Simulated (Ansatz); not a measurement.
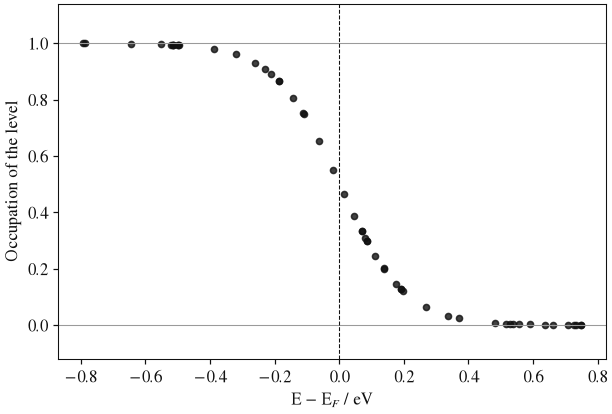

Occupations of the one-electron levels of the k mesh against their energy, from a run on Lu, space group Pm-3m (No. 221), 1 atom in the cell, with Ansatz.

### Name the smearing function and its width.

Fermi-Dirac smearing with a width of 0.1 eV. The occupations stay between 0 and 1 and have long exponential tails; the slope at the Fermi level is 1/(4 × width).
